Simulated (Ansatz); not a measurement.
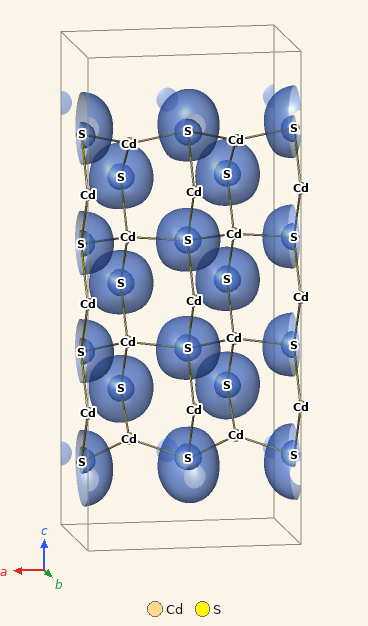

Figure. CdS (slab). Isosurface of the ELF at 0.65 (blue), seen at an oblique angle. Core shells and regions of very low density are left out. Sticks mark near contacts.

These are results of Ansatz, DFT PBEsol, scalar-relativistic, plane waves, PAW, not measurements.

```
CELL_PARAMETERS angstrom
4.11859 0.00000 0.00000
0.00000 5.82456 0.00000
0.00000 0.00000 27.35576
ATOMIC_POSITIONS crystal
Cd 0.50000 0.55615 0.29132
S 0.00000 0.75540 0.26844
Cd 0.00000 0.98565 0.34566
S 0.50000 0.23606 0.35067
Cd 0.50000 0.48984 0.42594
S 0.00000 0.74143 0.42363
Cd 0.00000 0.98502 0.50000
S 0.50000 0.23592 0.50000
Cd 0.50000 0.48984 0.57406
S 0.00000 0.74143 0.57637
Cd 0.00000 0.98565 0.65434
S 0.50000 0.23606 0.64933
Cd 0.50000 0.55615 0.70868
S 0.00000 0.75540 0.73156
```

Question: Describe the localisation domains.

Answer: The ELF exceeds this value in seven regions wrapped around S (the valence shell of each), counted in one cell of 14 atoms. Counts are for one cell; the picture repeats the cell along the surface. Profiles from the grid: Cd–S (2.45 Å): the ELF peaks at about 0.85 in the valence shell of S, 0.8 Å from its nucleus, and is about 0.35 at the midpoint. Cd–S (2.50 Å): the ELF peaks at about 0.85 in the valence shell of S, 0.8 Å from its nucleus, and is about 0.35 at the midpoint.
